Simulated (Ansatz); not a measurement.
## Single-point calculation of MnO (part 2 of 2)

Continued. System: MnO (Fm-3m, 4 atoms in the cell). Method: DFT PBEsol+U, scalar-relativistic, plane waves, PAW, Ueff = 8 eV on Mn atom 1 d; Ueff = 8 eV on Mn atom 3 d, spin-polarised (Ansatz 0.2.0); cutoff 420 eV, 7×7×7 k-mesh, Gaussian smearing of 0.05 eV, collinear spins. The structure derives from an entry of the Crystallography Open Database. It belongs to a series of runs on one base structure; here: antiferromagnetic start, free.

Output, continued
```
  k-point 1 ↑: bands = ["-68.5177", "-63.4670", "-37.4032", "-37.3897", "-37.3824", "-32.4410", "-32.4222", "-32.4133", "-6.1320", "-5.3308", "5.1648", "5.8102", "6.0207", "6.2633", "6.7148", "7.3369", "8.9016", "9.3947", "9.5735", "10.1974", "10.4831", "14.2707", "17.1127", "18.4393", "18.4434", "18.5492", "18.5851", "19.7973", "21.7721", "23.5343", "26.3757", "27.2914"]
  k-point 2 ↑: bands = ["-68.5171", "-63.4654", "-37.4039", "-37.4015", "-37.3809", "-32.4406", "-32.4403", "-32.4114", "-5.8213", "-5.2493", "4.8575", "5.3328", "5.3697", "6.2954", "6.5924", "8.0043", "8.0430", "9.1325", "9.4412", "10.0781", "11.3219", "15.8996", "17.8431", "18.2313", "18.5730", "18.6764", "19.2049", "20.9572", "21.7411", "21.9465", "24.7160", "26.6026"]
  k-point 39 ↓: bands = ["-68.5130", "-63.4637", "-37.4108", "-37.4108", "-37.3986", "-32.4488", "-32.4484", "-32.4351", "-5.5582", "-5.1829", "5.6380", "5.7142", "6.1580", "6.3217", "6.9833", "7.3412", "7.6403", "9.0306", "9.2464", "9.2859", "9.3188", "17.6324", "17.6821", "17.9236", "18.5737", "19.0911", "19.3434", "20.2478", "21.7405", "21.9733", "24.2220", "24.7542"]
Occupation matrices written to [file]
--- Löwdin populations: 4 sites ---
  site symbol       q [e]    m [muB]
     0     Mn     13.7044     4.8150
     1      O      7.1553    -0.0465
     2     Mn     13.7044    -4.8150
     3      O      7.1553     0.0465
  spilling = 0.006680 (of n_electrons = 42.000000)
--- Occupation matrices: 2 shells (run DFT+U table (all-electron-ortho-atomic); ε = 8.01e-4) ---
  Mn0 d_3D: site group Oh (m-3m); on the run's cell D4h (4/mmm)
  Mn0 d_3D up     Tr n = 4.9852  λ = 0.996 0.996 0.997 0.997 0.999  [2× z2 0.50 (Eg 1.00) Eg(1.00)/A1g(0.50) | 2× xz 0.50 (T2g 1.00) T2g(1.00)/Eg(1.00) | yz 1.00 (T2g 1.00) T2g(1.00)/B1g(1.00)]
  Mn0 d_3D dn     Tr n = 0.2012  λ = 0.021 0.023 0.023 0.067 0.068  [yz 1.00 (T2g 1.00) T2g(1.00)/B1g(1.00) | 2× xz 0.50 (T2g 1.00) T2g(1.00)/Eg(1.00) | x2-y2 0.75 (Eg 1.00) Eg(1.00)/A1g(1.00) | z2 0.75 (Eg 1.00) Eg(1.00)/B2g(1.00)]
  specified occupation → Mn0 d_3D up: matrix, ‖Δ‖_F = 0.0605, Tr Δ = -0.1352, displaced = 0.0676, d_λ = 0.0605; orbital distance = 0.0000
  specified occupation → Mn0 d_3D dn: matrix, ‖Δ‖_F = 0.0671, Tr Δ = -0.1012, displaced = 0.0506, d_λ = 0.0671; orbital distance = 0.0000
  Mn2 d_3D: site group Oh (m-3m); on the run's cell D4h (4/mmm)
  Mn2 d_3D up     Tr n = 0.2012  λ = 0.021 0.023 0.023 0.067 0.068  [yz 1.00 (T2g 1.00) T2g(1.00)/B1g(1.00) | 2× xz 0.50 (T2g 1.00) T2g(1.00)/Eg(1.00) | x2-y2 0.75 (Eg 1.00) Eg(1.00)/A1g(1.00) | z2 0.75 (Eg 1.00) Eg(1.00)/B2g(1.00)]
  Mn2 d_3D dn     Tr n = 4.9852  λ = 0.996 0.996 0.997 0.997 0.999  [2× z2 0.50 (Eg 1.00) Eg(1.00)/A1g(0.50) | 2× xz 0.50 (T2g 1.00) T2g(1.00)/Eg(1.00) | yz 1.00 (T2g 1.00) T2g(1.00)/B1g(1.00)]
  specified occupation → Mn2 d_3D up: matrix, ‖Δ‖_F = 0.0671, Tr Δ = -0.1012, displaced = 0.0506, d_λ = 0.0671; orbital distance = 0.0000
  specified occupation → Mn2 d_3D dn: matrix, ‖Δ‖_F = 0.0605, Tr Δ = -0.1352, displaced = 0.0676, d_λ = 0.0605; orbital distance = 0.0000
  Tr n, λ and their labels are of the run-group-symmetrised matrices; stabiliser: 32 of 64 elements of G0×{1,Θ} (closed), max defect 2.3e-15 at τ = 1.7e-4
```

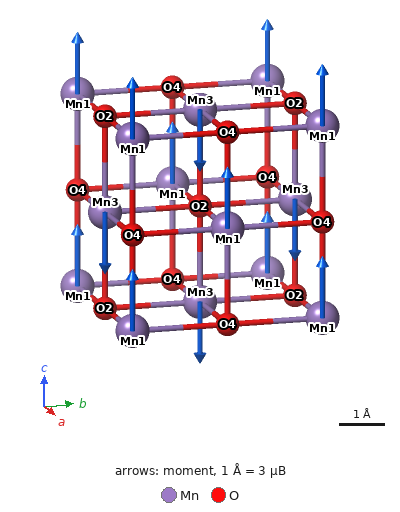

*Magnetic moments of the sites as blue arrows (ball-and-stick view of the cell 2 times as large as that of the calculation, set on its symmetry axes, seen slightly off an axis; atoms are numbered from 1 in the order of the input); small moments hardly show. The run is collinear, so the axis drawn is arbitrary.*

Site moments: Mn1 (4.32 μB); Mn3 (−4.32 μB). They are counted near the atoms and needn't add up to the moment of the cell.

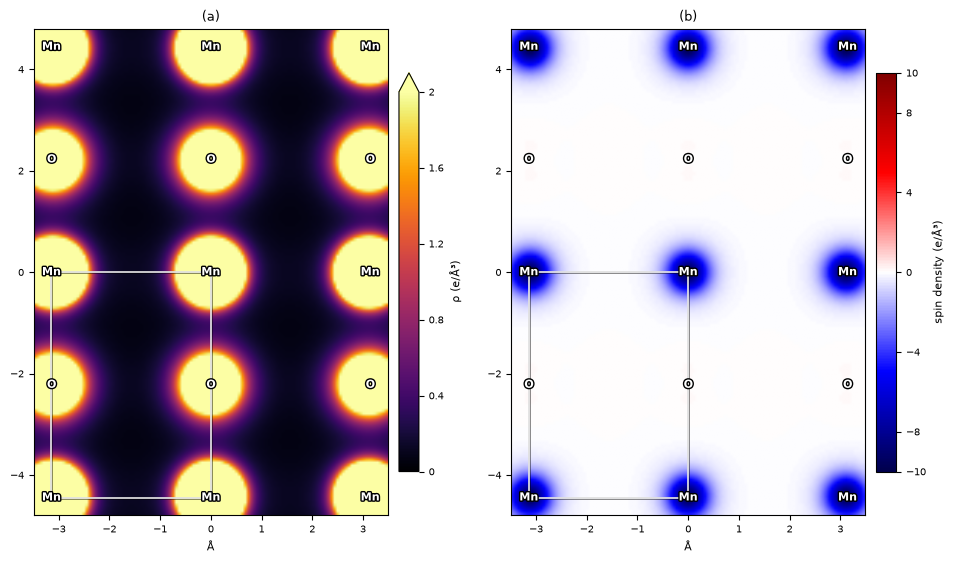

*(a) valence charge density (pseudo); (b) spin density (up minus down) on the (100) plane of the conventional cell of the magnetic structure.*

The section cuts through Mn and O sites. Mn–O (2.22 Å): ρ at the midpoint is about 0.37 e/Å³. Away from the nuclei the density in this plane falls to 0.07 e/Å³ at its lowest. The cell of the calculation (4 atoms) carries 0.0 μB net. Core electrons are frozen (PAW), so the fields are smoothed inside the atomic spheres.

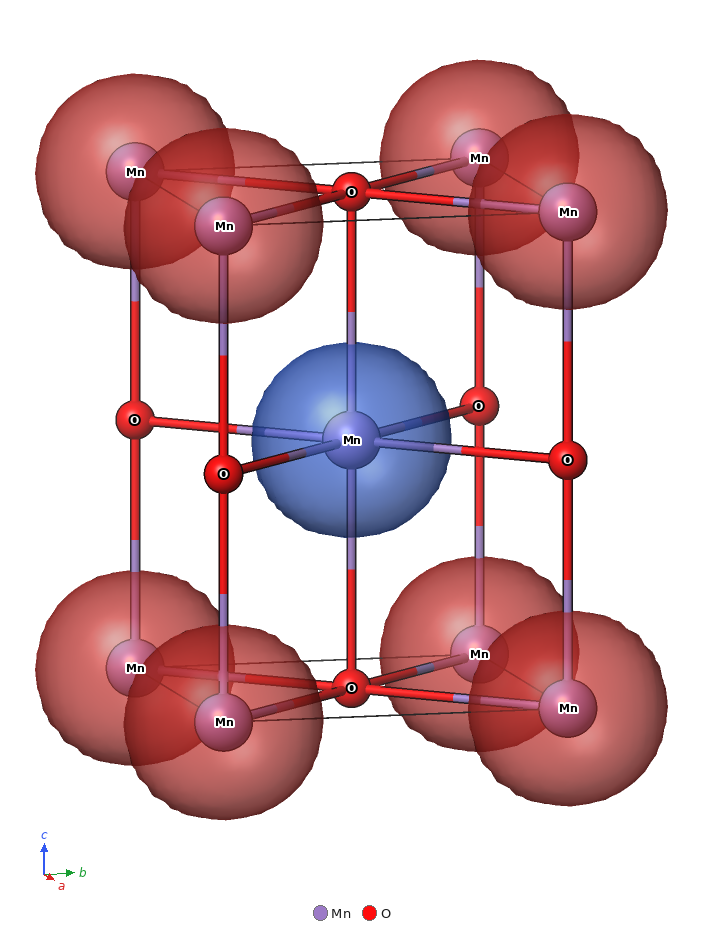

*Isosurfaces of the spin density (up minus down) at +0.3 (red) and −0.3 e/Å³ (blue), seen slightly off an axis. Sticks mark near contacts. The outline is the cell set on symmetry axes of the magnetic structure.*

The cell of the calculation (4 atoms) carries 0.0 μB net.

This output came from the following input.

The input
```yaml
crystal:
  lattice:
    - [0.0, 2.22200033, 2.22200033]
    - [4.44400066, 2.22200033, 2.22200033]
    - [4.44400066, 4.44400066, 0.0]
  atoms:
    - { symbol: Mn, position: [0.0, 0.0, 0.0], spin: 5.0 }
    - { symbol: O, position: [0.5, 0.5, 0.0] }
    - { symbol: Mn, position: [0.0, 0.0, 0.5], spin: -5.0 }
    - { symbol: O, position: [0.5, 0.5, 0.5] }
basis:
  ecutwfc: 420
  ecutrho_ratio: 4
kpoints:
  mp_grid: { grid: [7, 7, 7] }
hamiltonian:
  xc: pbesol
  hubbard:
    sites:
      - { site: 0, l: d, u_eff: 8.0, starting_ns: [{ spin: up, occupation_matrix: s0up }, { spin: down, occupation_matrix: s0down }] }
      - { site: 2, l: d, u_eff: 8.0, starting_ns: [{ spin: up, occupation_matrix: s2up }, { spin: down, occupation_matrix: s2down }] }
    occupation_matrices:
      s0up:
        matrix:
          - [0.97, 0.0, 0.0, 0.0, 0.0]
          - [0.0, 0.97, 0.0, 0.0, 0.0]
          - [0.0, 0.0, 0.97, 0.0, 0.0]
          - [0.0, 0.0, 0.0, 0.97, 0.0]
          - [0.0, 0.0, 0.0, 0.0, 0.97]
      s0down:
        matrix:
          - [0.02, 0.0, 0.0, 0.0, 0.0]
          - [0.0, 0.02, 0.0, 0.0, 0.0]
          - [0.0, 0.0, 0.02, 0.0, 0.0]
          - [0.0, 0.0, 0.0, 0.02, 0.0]
          - [0.0, 0.0, 0.0, 0.0, 0.02]
      s2up:
        matrix:
          - [0.02, 0.0, 0.0, 0.0, 0.0]
          - [0.0, 0.02, 0.0, 0.0, 0.0]
          - [0.0, 0.0, 0.02, 0.0, 0.0]
          - [0.0, 0.0, 0.0, 0.02, 0.0]
          - [0.0, 0.0, 0.0, 0.0, 0.02]
      s2down:
        matrix:
          - [0.97, 0.0, 0.0, 0.0, 0.0]
          - [0.0, 0.97, 0.0, 0.0, 0.0]
          - [0.0, 0.0, 0.97, 0.0, 0.0]
          - [0.0, 0.0, 0.0, 0.97, 0.0]
          - [0.0, 0.0, 0.0, 0.0, 0.97]
    ns_hold: { iters: 8 }
scf:
  occupations: { method: gaussian, width: 0.05 }
  lower_state_search: "off"
  max_iter: 150
output:
  forces: true
  stress: true
  eigenvalues: true
  populations: true
  hubbard: { sites: [{ site: 0, l: d }, { site: 2, l: d }] }
  write_density: true
  write_potential: true
  elf: true
  volumetric_format: npy
magnetization:
  spin_polarized: true
```

Run as:
```bash
ansatz run input.yaml --threads 2 --pin off --max-ram 3072MiB --backend cpu --events-out ev --progress --plain --runs-dir out
```

Summary

| quantity | value |
| --- | --- |
| outcome | converged |
| space group (tolerance 0.01 Å) | Fm-3m (225) |
| electrons treated | 42 |
| free energy | −8856.4036 eV |
| Fermi energy | 12.713 eV |
| gap on the k-point mesh | 1.27 eV |
| net moment of the cell | 0.00 μB |
| integrated absolute moment | 9.78 μB |
| pressure | 6.94 GPa |
| largest force (length of the vector) | under 0.001 eV/Å |
| hardware | 2 threads of AMD EPYC (Zen 5), 64 GiB of memory available, shared host |
| wall time | 2.2 s (CPU time 4 s) |
| peak memory | 0.46 GiB |

Notes

The cell is under a pressure of 6.9 GPa at this level, so it is not at its equilibrium volume.
